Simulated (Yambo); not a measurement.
System: Cl, space group Cmce, 4 atoms in the primitive cell; a = 3.87 Å, b = 3.87 Å, c = 8.21 Å, α = 90.00°, β = 90.00°, γ = 71.16°. Starting point: PBEsol, PseudoDojo 0.4.1 SR PBEsol standard, no spin polarisation, no spin-orbit coupling, 4×4×2 k mesh, 789 eV cutoff, fixed occupations (Yambo). Many-body step: HF with cutoff of exchange and Vxc 58 Ry.

In PBEsol the smallest gap over these k points is 2.40 eV, with direct gaps of 2.46 eV at Γ and 2.48 eV at Y.

> What does HF give?

Over the k points that were corrected, the smallest gap goes from 2.40 eV in PBEsol (Y to Γ) to 11.86 eV in HF (Y to Γ), a change of +9.46 eV (+393 %). Counted from the valence top, the lowest empty level moves by +9.46 eV at Γ and +9.57 eV at Y: a spread of 0.11 eV on a mean of 9.52 eV, so one scissor shift describes this level well. Only two empty levels a point were corrected, so a higher one could drop under them.

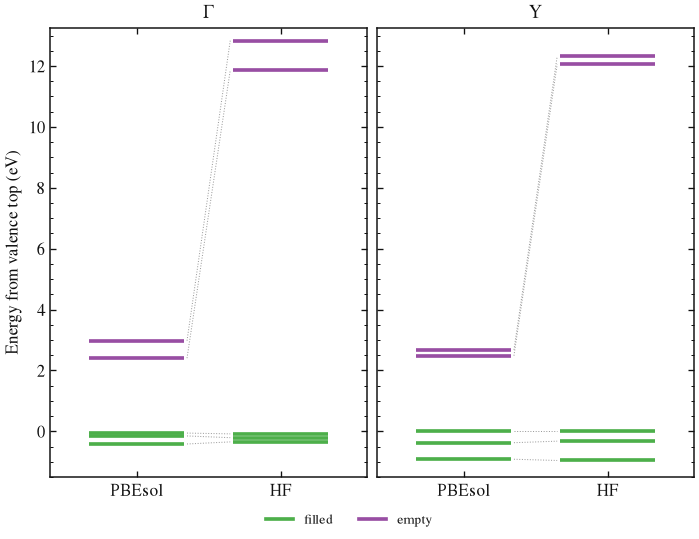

Levels at Γ and Y in PBEsol and in HF, each set counted from its own valence top. Only the states that were corrected are drawn, so degenerate partners can be missing. In reduced coordinates of the cell that was run, Y is (−0.5, −0.5, 0).

```csv
k point,PBEsol direct gap (eV),HF direct gap (eV)
Γ,2.46,11.94
Y,2.48,12.05
```

Hartree-Fock has no screening and overstates gaps by far. The k mesh is coarse (spacing up to 0.43 Å⁻¹), so the values aren't converged.
